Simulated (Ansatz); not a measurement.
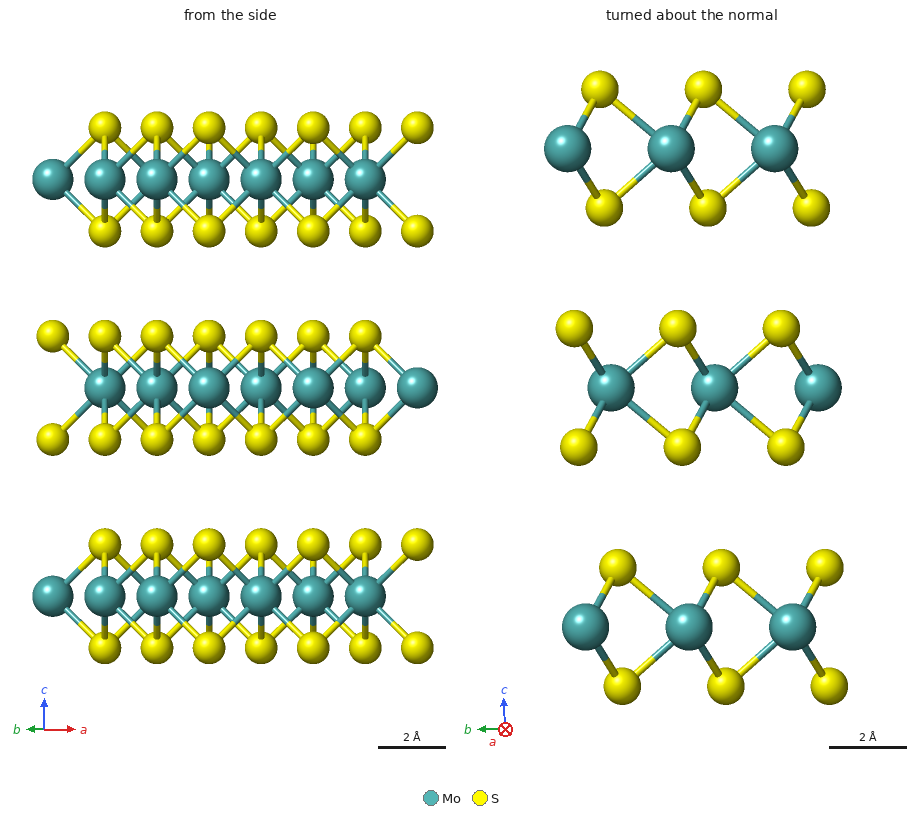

A ball-and-stick picture of a periodic slab, seen from the side and turned about the normal. The surface normal points up in side views; the vacuum is left out. 3×3 cells are drawn in the plane, with atoms at the edges repeated.

The cell holds 3 Mo, 6 S.

Question: Are the two faces alike, and what ends them?

Answer: The top face ends in S, the bottom face in S. The two faces are alike.

Question: Read the thickness off the scale bar.

Answer: About 16 Å from the lowest to the highest atom.

Question: Give the sequence of planes from the top.

Answer: Nine planes: S / Mo / S / S / Mo / S / S / Mo / S.

The structure was taken from a structure listed in the Materials Project. The cell was then strained or its atoms displaced on purpose. It went into a calculation with Ansatz.
